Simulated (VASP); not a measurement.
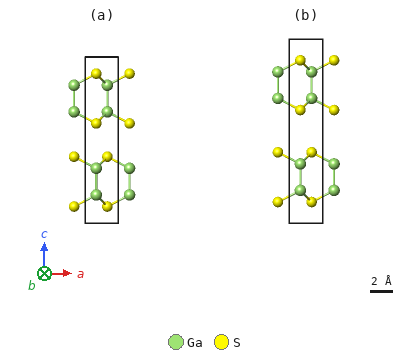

The structure of crystalline GaS (set up in P6_3/mmc) before (left) and after (right) a relaxation, at one scale.

Style: ball-and-stick. Shown: the cell of the calculation, along the b axis.

The run lets cell and atoms move.

Theory: Kohn-Sham DFT of a periodic cell, PBE, VASP PAW PBE potentials, recommended in VASP 6.6.1.

Input file:
```
PREC = Accurate
ENCUT = 600
EDIFF = 1E-6
ISMEAR = 0
SIGMA = 0.03
LREAL = F
LASPH = T
NELM = 80
ALGO = Normal
ISIF = 3
LWAVE = F
LCHARG = F
GGA = PE
IBRION = 2
NSW = 90
EDIFFG = -0.01
KPAR = 2
```

Command:
```bash
cat potpaw_PBE.64/Ga_d/POTCAR potpaw_PBE.64/S/POTCAR > POTCAR
mpirun -np 2 vasp_std > vasp.out
```

What changed between the two?

The largest moves relative to the cell, 0.25 Å, are those of S atoms. Largest moves by element: S 0.25 Å, Ga 0.14 Å. The volume changes by +13.4 %, with a = b 3.585 → 3.628 Å (+1.2 %), c 15.500 → 17.164 Å (+10.7 %). Some distances before and after: Ga–S 2.337 → 2.359 Å, Ga–Ga 2.480 → 2.471 Å. The space group stays P6_3/mmc (No. 194). The energy falls by 15.6 meV per atom in 26 geometry steps. Largest force component: 0.24 eV/Å at the start, 0.0078 eV/Å at the end. Pressure: 2.11 GPa at the start and 0.04 GPa at the end. The volume changes by over a tenth within one run on a fixed set of plane waves, so the end point should be relaxed again from the new cell.

Limits of the set-up: layers or molecules are held without a dispersion correction, so their spacing is unreliable.
